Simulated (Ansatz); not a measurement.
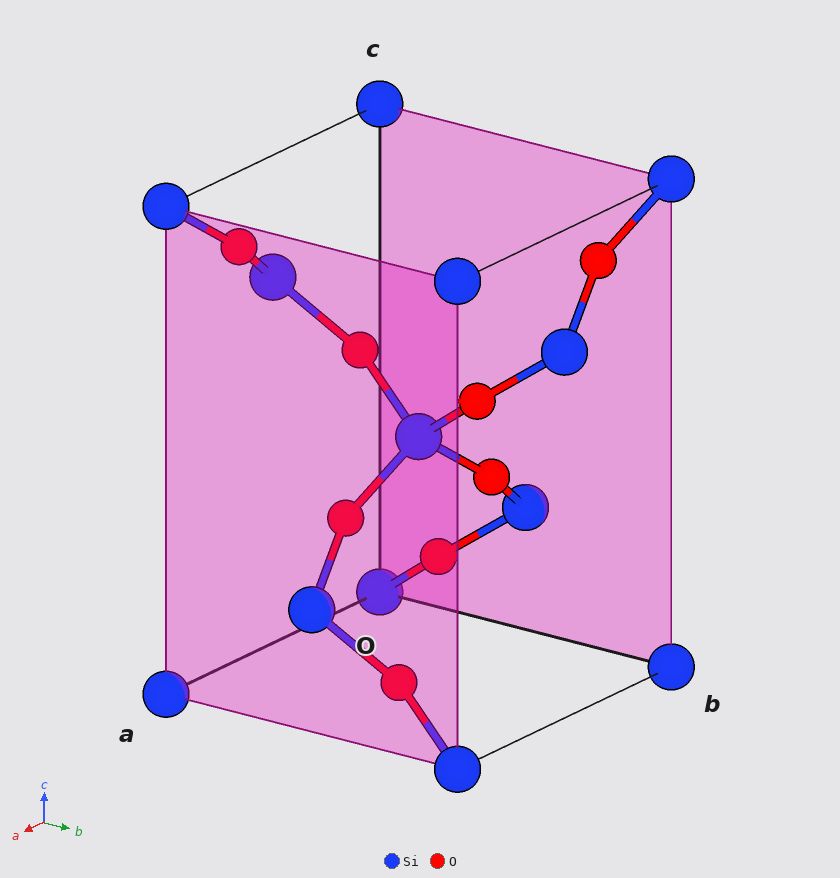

Every member of one family of equally spaced planes, hx + ky + lz = a whole number, that cuts the unit cell is shaded (one member passes through the origin O). Crystal: SiO2, the end point of a relaxation at fixed volume with DFT PBE, scalar-relativistic, plane waves, PAW (Ansatz 0.2.0). Geometry calculated from the standardised cell; symmetry tolerance 0.002 Å.

a = 5.157 Å, b = 5.157 Å, c = 7.433 Å, α = 90.00°, β = 90.00°, γ = 90.00°.

Index the planes.

(1 0 0); the opposite sign names the same planes. The member next to the origin meets the axes a at 1, b never, c never.

What is the spacing?

d = 5.157 Å.

Which atoms of the cell lie in these planes (within 0.03 Å)?

2 of the 4 Si.

The space group is I-42d (No. 122). How many reflections hkl are equivalent to this one (itself included), and does it occur?

4 reflections are equivalent in the Laue class 4/mmm. The reflection is systematically absent, by the centring.
